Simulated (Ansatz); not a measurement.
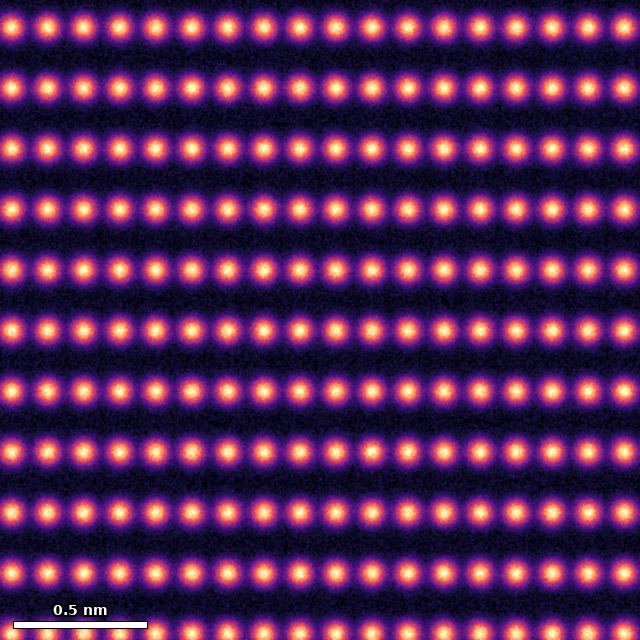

An image along [210] of one of the structures below (computed or model cells, partly hypothetical, each in its standard cell). Simulated incoherent Z contrast: every atom adds Z^1.6 spread by a probe of 0.65 Å full width; channelling and multiple scattering are left out. The probe carries 15 % of its weight in a tail 2.5 times as wide. The display is stretched by a gamma of 0.65; percentages refer to the linear signal. Shot noise was added.

A. Pd
Space group P6/mmm (No. 191). a = 4.426 Å, b = 4.426 Å, c = 2.634 Å, α = 90.00°, β = 90.00°, γ = 120.00°
```csv
atom,site,symmetry,x,y,z
Pd,1a,6/mmm,0.0000,0.0000,0.0000
Pd,2d,-6m2,0.3333,0.6667,0.5000
```

B. Pd
Space group P6_3/mmc (No. 194). a = 2.717 Å, b = 2.717 Å, c = 4.573 Å, α = 90.00°, β = 90.00°, γ = 120.00°
| atom | site | symmetry | x | y | z |
| --- | --- | --- | --- | --- | --- |
| Pd | 2c | -6m2 | 0.3333 | 0.6667 | 0.2500 |

C. Pd
Space group Cmcm (No. 63). a = 2.722 Å, b = 8.865 Å, c = 2.750 Å, α = 90.00°, β = 90.00°, γ = 90.00°
| atom | site | symmetry | x | y | z |
| --- | --- | --- | --- | --- | --- |
| Pd | 4c | m2m | 0.0000 | 0.6332 | 0.2500 |

D. Pd
Space group Fd-3m:1 (No. 227). a = 5.900 Å, b = 5.900 Å, c = 5.900 Å, α = 90.00°, β = 90.00°, γ = 90.00°
| atom | site | symmetry | x | y | z |
| --- | --- | --- | --- | --- | --- |
| Pd | 8b | -43m | 0.2500 | 0.2500 | 0.7500 |

Which structure was imaged?

Answer. B, Pd. Along [210] the projected cells are A 2.21 × 2.63 Å, 90°; B 1.36 × 2.29 Å, 90°; C 1.16 × 2.75 Å, 90°; D 1.32 × 1.62 Å, 114°. The image repeats as B does.

Structure B: the input geometry of a calculation; the starting structure was generated, so it need not be a known form of this composition.
